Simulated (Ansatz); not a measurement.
## Run report: Al, single-point calculation

System: Al (4 atoms in the cell).
Method: DFT PBE, scalar-relativistic, plane waves, PAW, no spin polarisation (Ansatz 0.2.0).

The structure derives from an entry of the Crystallography Open Database. It belongs to a series of runs on one base structure; here: band edges of the strained film's bulk. Figures and captions count atoms from 1; the log counts them from 0 in places.

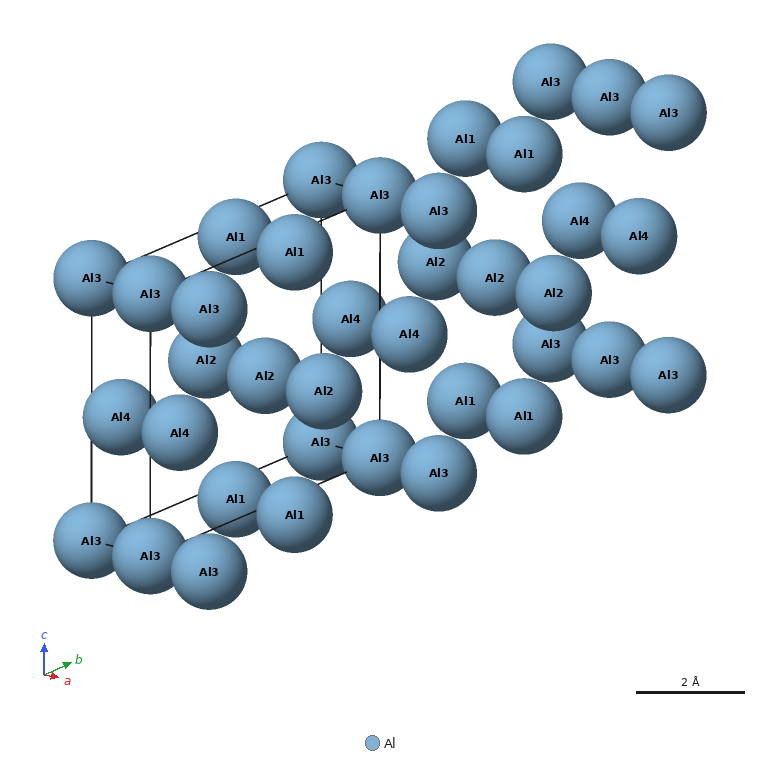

Figure 1. The input geometry (spheres-only view of the reduced cell, repeated 2 × 2 × 1, seen slightly off an axis; atoms are numbered from 1 in the order of the input).

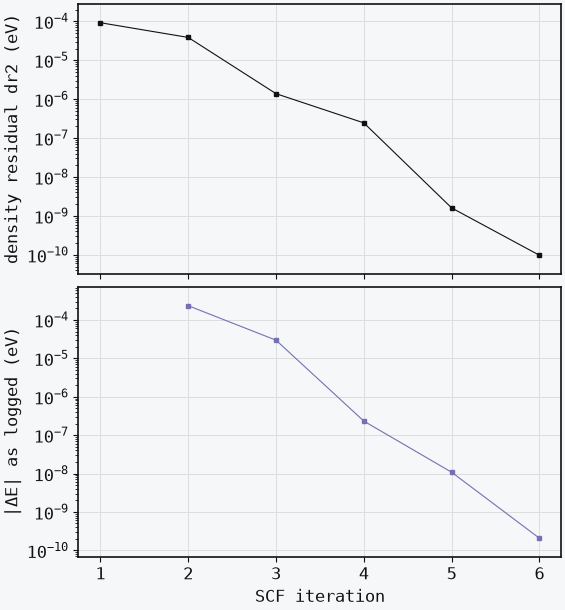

Figure 2. Convergence of the self-consistent field: density residual dr2 and size of the energy change against the SCF iteration. The residual falls at every step.

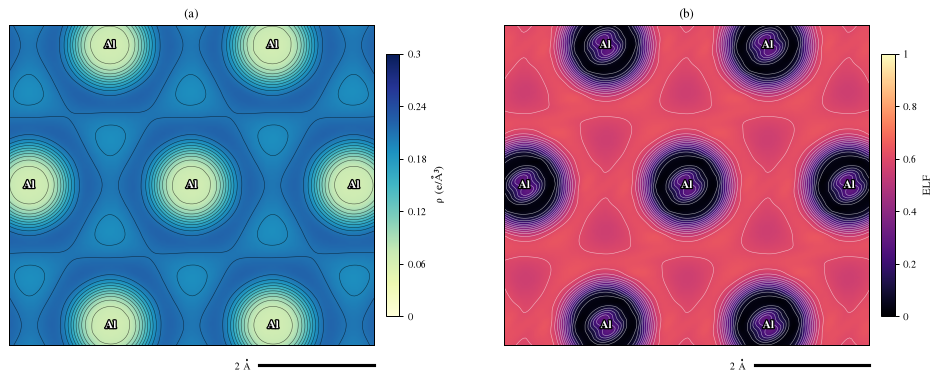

Figure 3. (a) valence charge density (pseudo); (b) ELF on the (100) plane of the calculation cell. The section cuts through Al sites. Away from the nuclei the density in this plane falls to 0.19 e/Å³ at its lowest. In a PAW calculation such maps are meaningful between the atoms, not at the nuclei.

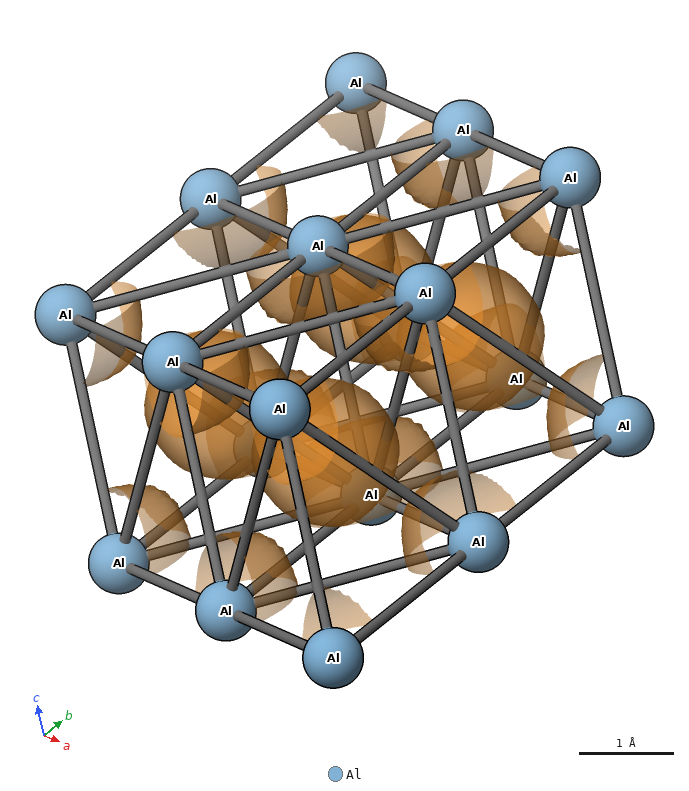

Figure 4. Isosurface of the ELF at 0.45 (orange), seen slightly off an axis. Core shells and regions of very low density are left out. Sticks mark near contacts. The outline is the calculation cell.

The input that produced these results follows, with the program's output.

## Input
```yaml
crystal:
  lattice:
    - [5.6802108456, 4.0584e-06, 0.0089362835]
    - [-2.8401019081, 4.9192089204, -0.0089362835]
    - [-1.4163555681, 0.8177332685, 2.3076234583]
  atoms:
    - { symbol: Al, position: [0.0, 0.5, 0.0] }
    - { symbol: Al, position: [0.5, 0.5, 0.0] }
    - { symbol: Al, position: [0.0, 0.0, 0.0] }
    - { symbol: Al, position: [0.5, 0.0, 0.0] }
basis:
  ecutwfc: 420
kpoints:
  mp_grid: { grid: [6, 6, 15] }
hamiltonian:
  xc: pbe
scf:
  occupations: { method: gaussian, width: 0.1 }
output:
  forces: true
  stress: true
  eigenvalues: true
  write_density: true
  write_potential: true
  elf: true
  volumetric_format: npy
```

Launch command:
```bash
ansatz run input.yaml --threads 4 --pin off --max-ram 10240MiB --backend cpu --events-out ev --progress --plain --runs-dir out
```

## Output
```
Engine: ansatz 0.2.0, x86_64-unknown-linux-gnu
Pseudopotentials: kind: paw
Pseudopotential: Al, paw, valence charge 3, recommended cutoff 420 eV (normal), Al.paw.azcp
Functional definition: PBE
  parameter kappa = 0.804
  parameter beta = 0.06672455060314922
  exchange = pbe_x(kappa = kappa, mu = beta*pi^2/3)
  correlation = pbe_c(beta = beta)
Crystal: 4 atoms, lattice volume = 64.563 Å³
Basis set: ecut = 420 eV, 1305 PW (Γ), exchange–correlation on 80×80×40 points (8 copies of the dense FFT grid, shifted against one another)
Bands: 10, of which v1, the nominal top of the filled ones, is band 6 counted from 1 (5 counted from 0)
Symmetry: 16 space group operations
Space group: C2/m (ITA 12), of the structure as read, at distance tolerance 4.0e-5 Å
k-points: 160 of 540
Non-local potential: Al, projectors of the file, l = 0: 2, l = 1: 2, l = 2: 1
PAW form: soft (Blöchl's): semilocal exchange-correlation on the pseudo side does not see the compensation charge
PAW one-centre angular grid: Al, 110 points (default); XC on 64 Gauss nodes
Initial density: superposition of atomic densities (neutral atoms: chi_scale 0, normalization atom), corrected by the library's trained network
Initial wavefunctions: pseudopotential atomic-orbital guess
Functional: x = pbe(κ = 0.804, μ = 0.2195149727645171), c = pbe(β = 0.06672455060314922)
SCF iter   1: F=—  HF=-2150.031629 eV  |F-HF|=—  |Δ(HF+E_count)|=         —  Δρ=5.49e-4  dr2=9.19e-5  ethr=1.77e-3  ⟨swp⟩=6.2  Hψ=12602  notcnv=0
preconditioner: auto → none  [metal: Δε(μ)=0.028 eV  Ē_g=7.106 eV  σ=0.100 eV  W_gap=0.16  n_scr=6 (ndim 8)  ℏωp=16.0 eV  f_vac=0.000  D(μ)=1.19/eV (n_scr^D=6)  sad-step TF]
SCF iter   2: F=—  HF=-2150.031864 eV  |F-HF|=—  |Δ(HF+E_count)|=   2.35e-4  Δρ=3.30e-4  dr2=3.85e-5  ethr=7.66e-7  ⟨swp⟩=2.0  Hψ=3637  notcnv=0
SCF iter   3: F=—  HF=-2150.031894 eV  |F-HF|=—  |Δ(HF+E_count)|=   2.97e-5  Δρ=4.63e-5  dr2=1.38e-6  ethr=3.21e-7  ⟨swp⟩=2.0  Hψ=2420  notcnv=0
SCF iter   4: F=—  HF=-2150.031894 eV  |F-HF|=—  |Δ(HF+E_count)|=   2.32e-7  Δρ=2.02e-5  dr2=2.45e-7  ethr=1.15e-8  ⟨swp⟩=1.0  Hψ=1566  notcnv=0
iter 5 did not close the SCF: its close was put off for the readings that it lacked (scf_convergence_deferred on its scf_iter line)
SCF iter   5: F=-2150.031894 eV  HF=-2150.031894 eV  |F-HF|=2.54e-10  |Δ(HF+E_count)|=   1.08e-8  Δρ=1.57e-6  dr2=1.60e-9  ethr=2.04e-9  ⟨swp⟩=1.0  Hψ=1566  notcnv=0
SCF iter   6: F=-2150.031894 eV  HF=-2150.031894 eV  |F-HF|=1.86e-11  |Δ(HF+E_count)|=  2.06e-10  Δρ=3.88e-7  dr2=9.71e-11  ethr=1.33e-11  ⟨swp⟩=4.5  Hψ=7737  notcnv=0
SCF 1 converged in 6 iterations: F = -2150.031894 eV  dr2 = 9.71e-11
  greatest PAW one-centre occupation: 0.448 electrons in one spin orbital (limit 2), on the Al atom at site 3 (counted from 0), in its partial waves of l = 0
SCF converged after 6 iterations
Free energy (F): -2150.031894 eV
Harris-Foulkes:  -2150.031894 eV  (|F-HF|=1.86e-11)
Internal energy: -2150.025941 eV  (E = F + TS)
E sigma→0 (E₀):  -2150.028917 eV
Entropy (-TS):   -0.005953 eV (-1.488 meV/atom)
Fermi energy:    8.167066 eV
--- Per-component energies (eV) ---
  E_band       = 44.283738
  E_kinetic    = 92.368921
  E_local      = 40.931677  (includes V_loc(G=0)·N_el)
  E_nonlocal   = 41.482056
  E_hartree    = 0.431410
  E_xc         = -159.512693
  E_vxc        = -116.588764  (∫ρ·V_xc dr)
  E_paw        = -1869.502325  (= ΣΔE_a)
  E_vpaw       = -14.772970  (= ΣTr[D̂ρ^β])
  E_aug_tail   = -0.000009  (compensation charges beyond the density's cutoff)
  E_ewald      = -296.224979
  E_smearing   = -0.005953  (= −TS)
  E_closure    = 0.000000  (closes the sum)
  Σ components = -2150.031894   (vs F -2150.031894, Δ=0.00e0)
--- Forces (eV/Å), atoms counted from 1 ---
  atom   1  Al     0.00000000     0.00000000     0.00000000
  atom   2  Al    -0.00000000    -0.00000000     0.00000000
  atom   3  Al     0.00000000     0.00000000     0.00000000
  atom   4  Al    -0.00000000     0.00000000    -0.00000000
  max |Σ_I F_I| component: 7.89e-31 eV/Å
--- Stress (GPa, compression-positive) ---
        2.874402      -0.183476      -0.025092
       -0.183476       2.662543       0.014487
       -0.025092       0.014487       0.042132
  P = ⅓ Tr σ = 1.8597 GPa (18.597 kbar)
--- Band table (eV; the first three rows and the last of 160) ---
  k-point 0: bands = ["-3.1046", "3.4885", "3.4885", "3.7402", "3.7402", "5.1785", "6.5304", "13.4221", "13.8340", "13.9859"]
  k-point 1: bands = ["-2.9815", "3.1315", "3.1315", "4.3292", "4.3292", "4.6191", "7.3134", "11.9952", "13.9381", "14.9196"]
  k-point 2: bands = ["-2.6128", "2.9026", "2.9026", "3.8809", "5.2515", "5.2515", "8.7038", "10.2721", "14.2507", "15.6389"]
  k-point 159: bands = ["0.8741", "2.0678", "6.8525", "6.8525", "7.3982", "7.3982", "8.5246", "8.5246", "8.6995", "9.6782"]
```

## Summary

```json
{"quantity": "outcome", "value": "converged"}
{"quantity": "space group (tolerance 0.01 Å)", "value": "C2/m (12)"}
{"quantity": "electrons treated", "value": "12"}
{"quantity": "free energy", "value": "−2150.0319 eV"}
{"quantity": "Fermi energy", "value": "8.167 eV"}
{"quantity": "gap on the k-point mesh", "value": "none (metallic)"}
{"quantity": "pressure", "value": "1.86 GPa"}
{"quantity": "largest force (length of the vector)", "value": "under 0.001 eV/Å"}
{"quantity": "hardware", "value": "4 threads of AMD EPYC (Zen 3), 32 GiB of memory available, shared host"}
{"quantity": "wall time", "value": "2.3 s (CPU time 7.9 s)"}
{"quantity": "peak memory", "value": "0.44 GiB"}
```
